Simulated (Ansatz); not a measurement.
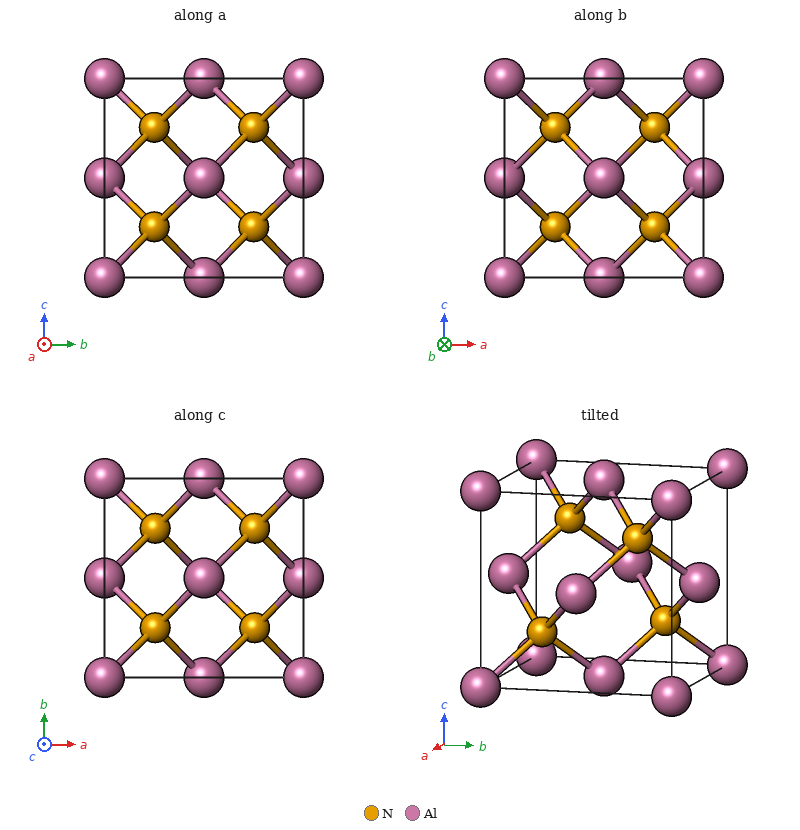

Ball-and-stick drawing of the structure, looking along the a axis, along the b axis, along the c axis and slightly off an axis. Thin lines show the drawn cell (a repeat of the simulation cell), with boundary atoms drawn in all their periodic places.

Lattice parameters: a = 4.4032 Å, b = 4.4032 Å, c = 4.4032 Å, α = 90.000°, β = 90.000°, γ = 90.000°.

Set out the cell and atoms as a CIF in P1 with every atom of the cell, with free fractional coordinates to two decimals.

```cif
data_structure
_symmetry_space_group_name_H-M 'P 1'
_symmetry_Int_Tables_number 1
_cell_length_a 4.4032
_cell_length_b 4.4032
_cell_length_c 4.4032
_cell_angle_alpha 90.000
_cell_angle_beta 90.000
_cell_angle_gamma 90.000
_cell_volume 85.37
loop_
_atom_site_label
_atom_site_type_symbol
_atom_site_fract_x
_atom_site_fract_y
_atom_site_fract_z
_atom_site_occupancy
N1 N 0.25 0.75 0.25 1
N2 N 0.75 0.75 0.75 1
Al1 Al 0.50 0.50 0.00 1
N3 N 0.75 0.25 0.25 1
Al2 Al 0.00 0.50 0.50 1
N4 N 0.25 0.25 0.75 1
Al3 Al 0.00 0.00 0.00 1
Al4 Al 0.50 0.00 0.50 1
```

The initial geometry was a structure type filled with these elements by a generator (whether the compound takes this form wasn't checked). The cell was then strained or its atoms displaced on purpose. Ansatz was used for an electronic-structure calculation on it.
